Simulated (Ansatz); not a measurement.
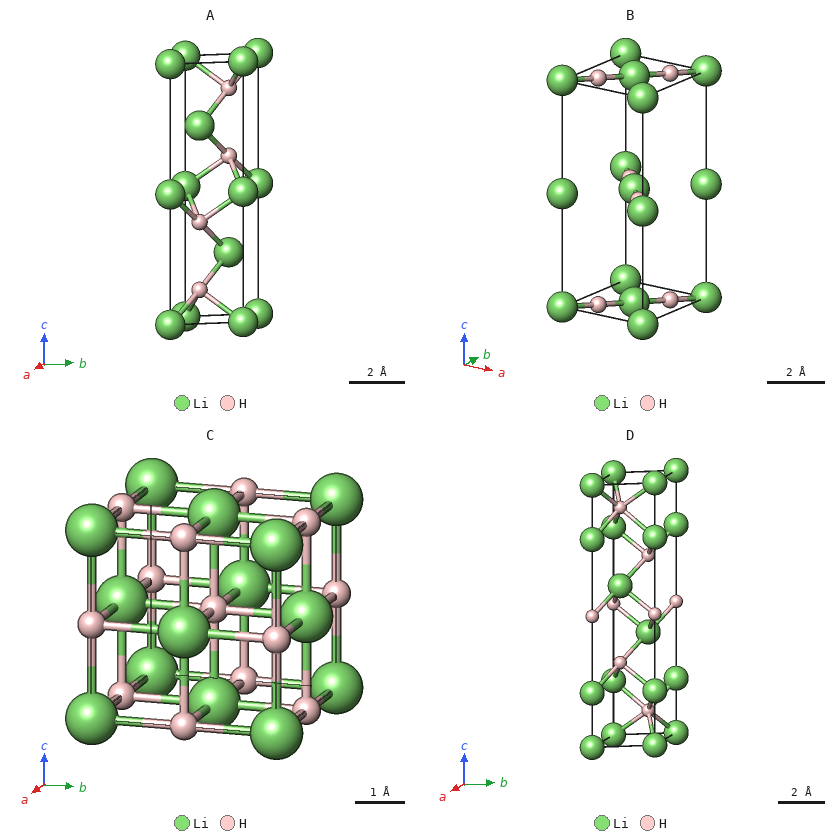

Four structures of LiH, each relaxed to rest (conventional cells in solid outline, small ones repeated, each panel with its own scale). Method: DFT PBE, scalar-relativistic, plane waves, PAW (Ansatz 0.2.0), without spin polarisation.

> Give the type and space group of each panel.

A: 8 atoms a cell on a primitive hexagonal lattice, P6_3/mmc; B: 8 atoms a cell on a base-centred monoclinic lattice, C2/c; C: rock salt (NaCl type), Fm-3m; D: 10 atoms a cell on a primitive hexagonal lattice, P-3m1.

> Which of these is lowest in energy, and how far above it do the others lie?

C, then D (+22 meV/atom), A (+41 meV/atom) and B (+327 meV/atom), energies at zero smearing.

> Collect the results in a table.

| panel | structure | E − E(lowest) (meV/atom) | volume (Å³/atom) | gap (eV) |
| --- | --- | --- | --- | --- |
| C | Fm-3m | 0 | 8.0 | 2.98 |
| D | P-3m1 | 22 | 8.1 | 3.46 |
| A | P6_3/mmc | 41 | 8.2 | 2.65 |
| B | C2/c | 327 | 18.4 | 1.91 |

Some of these may be structure types tried for this composition rather than known phases, and the most stable form need not be among them. Gaps are taken on the k-mesh or band path of each run.
